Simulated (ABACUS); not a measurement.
# Band-structure run of BeS (part 2 of 2)

Continued. System: BeS (F-43m, 2 atoms in the cell). Method: Kohn-Sham DFT of a periodic cell, PBEsol, PseudoDojo NC SR 0.5 PBE standard, no spin polarisation (ABACUS 3.10.1); cutoff 1210.91 eV, 7×7×7 k-mesh, fermi-dirac of 0.05 eV. The structure derives from an entry of the Crystallography Open Database.

Geometry of the input (Å; fractional positions):
```
0.0000  2.4250  2.4250
2.4250  0.0000  2.4250
2.4250  2.4250  0.0000
S  0.7500  0.7500  0.7500
Be 0.0000  0.0000  0.0000
```

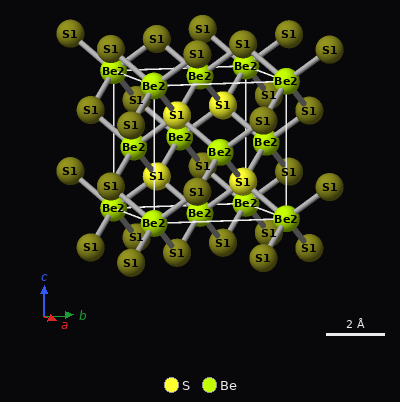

Fig. 1: The input geometry (ball-and-stick view of the cell 4 times as large as that of the calculation, set on its symmetry axes, seen slightly off an axis; neighbours outside the cell are drawn fainter; atoms are numbered from 1 in the order of the input). An atom can appear more than once, as a periodic image.

Output, continued:
```
           k-point number in this process = 5
       minimum distributed K point number = 5
[... stars of the k points ...]

[... K-POINTS CARTESIAN COORDINATES: 5 rows ...]

[... K-POINTS DIRECT COORDINATES: 5 rows ...]

 SETUP PLANE WAVES FOR WAVE FUNCTIONS
     energy cutoff for wavefunc (unit:Ry) = 89
              fft grid for wave functions = [ 40, 40, 40 ]
                    number of plane waves = 3143
                         number of sticks = 283

 PARALLEL PW FOR WAVE FUNCTIONS
     PROC   COLUMNS(POT)             PW
        1            283           3143
 --------------- sum -------------------
        1            283           3143

 SETUP NONLOCAL PSEUDOPOTENTIALS IN PLANE WAVE BASIS
 S non-local projectors:
 projector 1 L=0
 projector 2 L=0
 projector 3 L=1
 projector 4 L=1
 projector 5 L=2
 projector 6 L=2
 Be non-local projectors:
 projector 1 L=0
 projector 2 L=0
 projector 3 L=1
 projector 4 L=1
      TOTAL NUMBER OF NONLOCAL PROJECTORS = 26

 Init Non-Local PseudoPotential table :
 Init Non-Local-Pseudopotential done.

                                     npwx = 2738

 Make real space PAO into reciprocal space.
       max mesh points in Pseudopotential = 701
     dq(describe PAO in reciprocal space) = 0.01
                                    max q = 1136

 number of pseudo atomic orbitals for S is 2
WARNING: norm of atomic wavefunction # 1 of atomic type S is 0.999996, renormalized
WARNING: norm of atomic wavefunction # 2 of atomic type S is 0.999693, renormalized

 number of pseudo atomic orbitals for Be is 2
WARNING: norm of atomic wavefunction # 2 of atomic type Be is 0.998117, renormalized

 -------------------------------------------
 SELF-CONSISTENT
 -------------------------------------------
                                 init_chg = atomic

 PW ALGORITHM --------------- ION=   1  ELEC=   1--------------------------------
 Notice: Threshold on eigenvalues was too large.
 hsover_error=0.1 > DRHO=0.0396732
 Origin diag ethr = 0.01
 New diag ethr = 0.000396732

 Density error is 0.0396617601405
                          Error Threshold = 0.000396732096838
----------------------------------------------------------
     Energy           Rydberg                 eV
----------------------------------------------------------
 E_KohnSham     -49.8999900831       -678.9241952734
 E_Harris       -49.5216342853       -673.7764005517
 E_Fermi        0.5146582960         7.0022853489
----------------------------------------------------------

 PW ALGORITHM --------------- ION=   1  ELEC=   2--------------------------------

 Density error is 0.00271628328318
                          Error Threshold = 0.000396617601405
----------------------------------------------------------
     Energy           Rydberg                 eV
----------------------------------------------------------
 E_KohnSham     -49.9020048863       -678.9516080777
 E_Harris       -49.8140948276       -677.7555303672
 E_Fermi        0.5319322765         7.2373099111
----------------------------------------------------------

 PW ALGORITHM --------------- ION=   1  ELEC=   3--------------------------------

 Density error is 0.000135523564542
                          Error Threshold = 2.71628328318e-05
----------------------------------------------------------
     Energy           Rydberg                 eV
----------------------------------------------------------
 E_KohnSham     -49.9022065724       -678.9543521572
 E_Harris       -49.8888700911       -678.7729000211
 E_Fermi        0.5369502536         7.3055829912
----------------------------------------------------------

 PW ALGORITHM --------------- ION=   1  ELEC=   4--------------------------------

 Density error is 6.15354235555e-06
                          Error Threshold = 1.35523564542e-06
----------------------------------------------------------
     Energy           Rydberg                 eV
----------------------------------------------------------
 E_KohnSham     -49.9022260662       -678.9546173848
 E_Harris       -49.9013313914       -678.9424447100
 E_Fermi        0.5387464735         7.3300218167
----------------------------------------------------------

 PW ALGORITHM --------------- ION=   1  ELEC=   5--------------------------------

 Density error is 4.99706111262e-08
                          Error Threshold = 6.15354235555e-08
----------------------------------------------------------
     Energy           Rydberg                 eV
----------------------------------------------------------
 E_KohnSham     -49.9022267218       -678.9546263042
 E_Harris       -49.9016563420       -678.9468658884
 E_Fermi        0.5394905616         7.3401456544
----------------------------------------------------------

 PW ALGORITHM --------------- ION=   1  ELEC=   6--------------------------------

 Density error is 4.07401211801e-09
                          Error Threshold = 4.99706111262e-10
----------------------------------------------------------
     Energy           Rydberg                 eV
----------------------------------------------------------
 E_KohnSham     -49.9022267464       -678.9546266391
 E_KS(sigma->0) -49.9022267464       -678.9546266391
 E_Harris       -49.9023014253       -678.9556426969
 E_band         -13.4483019473       -182.9735349081
 E_one_elec     -16.1816568963       -220.1627368709
 E_Hartree      7.5144896676         102.2398770409
 E_xc           -11.0222317225       -149.9651561023
 E_Ewald        -30.2128277951       -411.0666107067
 E_entropy(-TS) -0.0000000000        -0.0000000000
 E_descf        0.0000000000         0.0000000000
 E_exx          0.0000000000         0.0000000000
 E_Fermi        0.5396014960         7.3416549950
----------------------------------------------------------

 charge density convergence is achieved
 final etot is -678.95462664 eV
 EFERMI = 7.341654995 eV

 STATE ENERGY(eV) AND OCCUPATIONS    NSPIN == 1
 1/5 kpoint (Cartesian) = 0.0000 0.0000 0.0000 (2733 pws)
       1       -92.8306     0.00583090
       2       -8.20824     0.00583090
       3        5.52275     0.00583090
       4        5.52275     0.00583090
       5        5.52275     0.00583090
       6        11.1189    9.06347e-36
       7        11.1189    9.06347e-36
       8        11.1189    9.06347e-36
       9        11.2219    1.15409e-36
      10        18.1130        0.00000
      11        18.1130        0.00000
      12        20.2392        0.00000
      13        21.8663        0.00000
      14        21.8663        0.00000
      15        21.8663        0.00000

 2/5 kpoint (Cartesian) = 0.029455 0.029455 0.029455 (2719 pws)
       1       -92.8306      0.0466472
       2       -7.97587      0.0466472
       3        4.00461      0.0466472
       4        5.26803      0.0466472
       5        5.26803      0.0466472
       6        11.0008    7.68655e-34
       7        11.5655    9.57130e-39
       8        11.5655    9.57130e-39
       9        12.8630    5.13607e-50
      10        17.3210    9.75178e-89
      11        17.3210    9.75178e-89
      12        19.9716        0.00000
      13        22.0719        0.00000
      14        23.7240        0.00000
      15        23.7240        0.00000

 3/5 kpoint (Cartesian) = 0.058910 0.058910 0.058910 (2728 pws)
       1       -92.8305      0.0466472
       2       -7.35631      0.0466472
       3        1.59244      0.0466472
       4        4.81196      0.0466472
       5        4.81196      0.0466472
       6        10.9414    2.52291e-33
       7        12.0766    3.48105e-43
       8        12.0766    3.48105e-43
       9        15.1860    3.41823e-70
      10        17.4307        0.00000
      11        17.4307        0.00000
      12        19.5197        0.00000
      13        23.1392        0.00000
      14        26.3149        0.00000
      15        26.3149        0.00000

 4/5 kpoint (Cartesian) = 0.088365 0.088365 0.088365 (2737 pws)
       1       -92.8305      0.0466472
       2       -6.69428      0.0466472
       3     -0.0931896      0.0466472
       4        4.51944      0.0466472
       5        4.51944      0.0466472
       6        10.8896    7.10320e-33
       7        12.0110    1.29258e-42
       8        12.0110    1.29258e-42
       9        16.3935    1.11035e-80
      10        19.4279        0.00000
      11        19.4279        0.00000
      12        20.1664        0.00000
      13        22.7116        0.00000
      14        23.7872        0.00000
      15        23.7872        0.00000

 5/5 kpoint (Cartesian) = 0.0000 0.0000 0.058910 (2738 pws)
       1       -92.8306      0.0349854
       2       -7.89855      0.0349854
       3        4.29677      0.0349854
       4        4.77897      0.0349854
       5        4.77897      0.0349854
       6        10.5394    5.87327e-30
       7        12.3313    1.60000e-45
       8        12.3313    1.60000e-45
       9        12.5409    2.41918e-47
      10        15.9420    6.95760e-77
      11        18.5394        0.00000
      12        21.0019        0.00000
      13        22.7338        0.00000
      14        22.7338        0.00000
      15        23.6692        0.00000

------------------------------------------------------------------------------------------
 TOTAL-FORCE (eV/Angstrom)
------------------------------------------------------------------------------------------
                        S1         0.0000000000         0.0000000000         0.0000000000
                       Be1         0.0000000000         0.0000000000         0.0000000000
------------------------------------------------------------------------------------------

----------------------------------------------------------------
 TOTAL-STRESS (KBAR)
----------------------------------------------------------------
        -1.9479850965         0.0000000000        -0.0000000000
         0.0000000000        -1.9479850965        -0.0000000000
         0.0000000000        -0.0000000000        -1.9479850965
----------------------------------------------------------------
 TOTAL-PRESSURE: -1.947985 KBAR

 --------------------------------------------
 !FINAL_ETOT_IS -678.9546266391139397 eV
 --------------------------------------------
```

Summary:

```json
{"quantity": "outcome", "value": "converged"}
{"quantity": "space group (tolerance 0.01 Å)", "value": "F-43m (216)"}
{"quantity": "electrons treated", "value": "10"}
{"quantity": "free energy", "value": "−678.9546 eV"}
{"quantity": "Fermi energy", "value": "7.342 eV"}
{"quantity": "gap on the k-point mesh", "value": "3.08 eV"}
{"quantity": "pressure", "value": "−0.19 GPa"}
{"quantity": "largest force (length of the vector)", "value": "under 0.001 eV/Å"}
{"quantity": "wall time", "value": "2.9 s (CPU time 11 s)"}
{"quantity": "peak memory", "value": "0.32 GiB"}
```
